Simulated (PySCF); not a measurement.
# Charges calculation, with input and output: CoO

CoO (2 atoms in the cell), computed with Kohn-Sham DFT of a periodic cell in Gaussian orbitals, r2SCAN, DZVP-MOLOPT-SR/GTH-PBE (PySCF 2.14.0).

The structure derives from an entry of the Crystallography Open Database. The run did not end well. It belongs to a series of runs on one base structure; here: functional = r2SCAN.

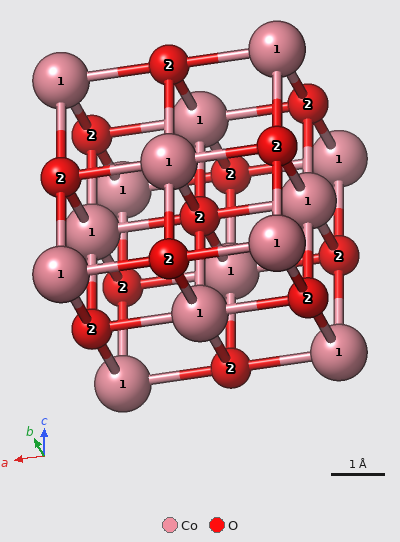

Fig. 1: The input geometry (ball-and-stick view of the cell 4 times as large as that of the calculation, set on its symmetry axes, seen at an oblique angle; atoms are numbered from 1 in the order of the input). An atom can appear more than once, as a periodic image. Near neighbours in the periodic cell (some may lie outside the picture): Co has 6 O at 2.13 Å; O has 6 Co at 2.13 Å.

Input file:
```python
import json
import numpy as np
from pyscf.pbc import gto, scf, dft, df

cell = gto.Cell()
cell.a = '''
  0.0000000000    2.1315000000    2.1315000000
  2.1315000000    0.0000000000    2.1315000000
  2.1315000000    2.1315000000    0.0000000000'''
cell.atom = '''
Co   0.0000000000    0.0000000000    0.0000000000
O    2.1315000000    2.1315000000    2.1315000000'''
cell.unit = 'A'
cell.basis = {'Co': 'DZVP-MOLOPT-SR-GTH-q17', 'O': 'DZVP-MOLOPT-SR-GTH-q6'}
cell.pseudo = {'Co': 'GTH-PBE-q17', 'O': 'GTH-PBE-q6'}
cell.ke_cutoff = 311  # hartree
cell.exp_to_discard = 0.02
cell.precision = 1e-08
cell.space_group_symmetry = True
cell.symmorphic = False
cell.max_memory = 5880  # MB
cell.verbose = 4
cell.build()

res = {}
kpts = cell.make_kpts([2, 2, 2], space_group_symmetry=True, time_reversal_symmetry=False)
cell.space_group_symmetry = False  # the mesh holds the operations; no search on the supercells of the integral code
mf = dft.KUKS(cell, kpts, xc='r2scan')
mf = mf.multigrid_numint()
mf = mf.smearing(sigma=0.00183747, method='fermi')  # hartree
mf.conv_tol = 1e-07
mf.max_cycle = 60
mf.damp = 0.85
mf.diis_start_cycle = 12

# start: the atomic guess with the open shell of each site polarised
moments = [2.0, 0.0]
shells = ['d', 'p']
dm = mf.get_init_guess()
dm = dm[0] + dm[1]
pop = np.einsum('kij,kji->i', dm, mf.get_ovlp()).real / len(dm)
p = np.zeros(cell.nao)
for i in range(cell.natm):
    idx = [j for j, l in enumerate(cell.ao_labels(fmt=None)) if l[0] == i and l[2][-1] == shells[i]]
    p[idx] = np.clip(moments[i] / max(pop[idx].sum(), 0.1), -1, 1)
w = (p[:, None] + p) / 2
dm0 = np.array([dm * (1 + w) / 2, dm * (1 - w) / 2])

# first stage: moment held at 3 a cell, wide smearing
sigma, tol, cycles = mf.sigma, mf.conv_tol, mf.max_cycle
mf.nelec = (13 * 8, 10 * 8)
mf.fix_spin, mf.sigma, mf.conv_tol, mf.max_cycle = True, 0.01, 1e-4, 20
mf.kernel(dm0)
dm0 = mf.make_rdm1()
mf.fix_spin, mf.sigma, mf.conv_tol, mf.max_cycle = False, sigma, tol, cycles

mf.kernel(dm0)
res.update(converged=bool(mf.converged), e_tot=mf.e_tot, nelec=cell.nelectron, nao=cell.nao, mesh=list(map(int, cell.mesh)), a=cell.lattice_vectors().tolist(), coords=cell.atom_coords().tolist(),
           mo_energy=[[x.tolist() for x in s] for s in mf.mo_energy], mo_occ=[[x.tolist() for x in s] for s in mf.mo_occ])
res.update(e_free=mf.e_free, e_zero=mf.e_zero)
res.update(kpts=kpts.kpts_scaled_ibz.tolist(), weights=kpts.weights_ibz.tolist())
res['parts'] = {k: float(np.real(v)) for k, v in mf.scf_summary.items() if np.isscalar(v)}
json.dump(res, open('results.json', 'w'))
if not mf.converged:
    raise SystemExit('SCF not converged')

print('levels (eV)')
for i, kp in enumerate(res['kpts'][:40]):
    for s in (0, 1):
        print('k %7.4f %7.4f %7.4f %s ' % (*kp, 'ud'[s]), ' '.join('%.3f' % (x * 27.211386) for x in res['mo_energy'][s][i][:20]))

mf = mf.to_khf()  # unfold to the whole mesh
kpts = mf.kpts
# Mulliken populations
dm, s = np.asarray(mf.make_rdm1()), np.asarray(mf.get_ovlp())
sites = cell.aoslice_by_atom()[:, 2:]
pop = np.einsum('skij,kji->si', dm, s).real / len(kpts)
res['moments'] = [(pop[0] - pop[1])[a0:a1].sum() for a0, a1 in sites]
tot = pop[0] + pop[1]
res['mulliken'] = [cell.atom_charge(i) - tot[a0:a1].sum() for i, (a0, a1) in enumerate(sites)]
print('Mulliken charges', np.round(res['mulliken'], 5))
print('Mulliken moments', np.round(res['moments'], 5))
res['meta_lowdin'] = mf.mulliken_meta()[1].tolist()
res['done'] = True
json.dump(res, open('results.json', 'w'))
```

Run on 4 threads of Intel Xeon @ 2.50GHz (Skylake/Cascade Lake), 16 GiB of memory available, shared host.

Run as:
```bash
OMP_NUM_THREADS=4 python -u run.py > log
```

Output:
```
UserWarning: Electron number 23 and spin 0 are not consistent in cell

  warnings.warn('Electron number %d and spin %d are not consistent '
Discarded 0 diffused primitive functions, 0 contracted functions

PySCF version 2.14.0

[INPUT] verbose = 4
[INPUT] num. atoms = 2
[INPUT] num. electrons = 23
[INPUT] charge = 0
[INPUT] spin (= nelec alpha-beta = 2S) = 0
[INPUT] symmetry False subgroup None
[INPUT] Mole.unit = A
[INPUT] Symbol           X                Y                Z      unit          X                Y                Z       unit  Magmom
[INPUT]  1 Co     0.000000000000   0.000000000000   0.000000000000 AA    0.000000000000   0.000000000000   0.000000000000 Bohr   0.0
[INPUT]  2 O      2.131500000000   2.131500000000   2.131500000000 AA    4.027951234510   4.027951234510   4.027951234510 Bohr   0.0

nuclear repulsion = -106.281430862705
number of shells = 7
number of NR pGTOs = 141
number of NR cGTOs = 39
basis = {'Co': 'DZVP-MOLOPT-SR-GTH-q17', 'O': 'DZVP-MOLOPT-SR-GTH-q6'}
ecp = {}
lattice vectors  a1 [0.000000000, 4.027951235, 4.027951235]
                 a2 [4.027951235, 0.000000000, 4.027951235]
                 a3 [4.027951235, 4.027951235, 0.000000000]
dimension = 3
low_dim_ft_type = None
Cell volume = 130.702
exp_to_discard = 0.02
rcut = 26.38264893866202 (nimgs = [6 6 6])
precision = 1e-08
pseudo = {'Co': 'GTH-PBE-q17', 'O': 'GTH-PBE-q6'}
ke_cutoff = 311
    = [47 47 47] mesh (103823 PWs)
[Cell] Point group symbol:  m-3m
time reversal: False
k-points in IBZ                         weights
  0:  0.000000,  0.000000,  0.000000    1/8
  1:  0.500000,  0.500000,  0.000000    3/8
  2:  0.500000,  0.500000,  0.500000    4/8

******** <class 'pyscf.pbc.scf.smearing.SmearingKsymAdaptedKUKS'> ********
method = SmearingKsymAdaptedKUKS
initial guess = minao
damping factor = 0.85
level_shift factor = 0
DIIS = <class 'pyscf.scf.diis.CDIIS'>
diis_start_cycle = 12
diis_space = 8
diis_damp = 0
SCF conv_tol = 0.0001
SCF conv_tol_grad = None
SCF max_cycles = 20
direct_scf = True
direct_scf_tol = 1e-13

******** PBC SCF flags ********
N kpts (BZ) = 8
N kpts (IBZ) = 3
Exchange divergence treatment (exxdiv) = ewald
    madelung (= occupied orbital energy shift) = 0.28456539113680757
    Total energy shift due to Ewald probe charge = -1/2 * Nelec*madelung = -3.27250199807
DF object = <pyscf.pbc.df.fft.FFTDF object>
number of electrons per unit cell  alpha = 104 beta = 80
XC functionals = r2scan
small_rho_cutoff = 0
Uniform grid, mesh = [47 47 47]
Set gradient conv threshold to 0.01
nelec by numeric integration = [12.50455032 10.50069576]
init E= -160.798443206973
    sigma = 0.01  Optimized mu_alpha = 0.927524746531  entropy = 1.81629789349
    sigma = 0.01  Optimized mu_beta  = 0.840495627085  entropy = 1.81629789349
```

Outcome:

```csv
quantity,value
outcome,stopped at the time limit
space group (tolerance 0.01 Å),Fm-3m (225)
wall time,18 min (CPU time 72 min)
peak memory,5.4 GiB
```

What went wrong:

The run was cut off by its time limit, so the output is incomplete. Points of doubt noted for this run: coarse mesh.
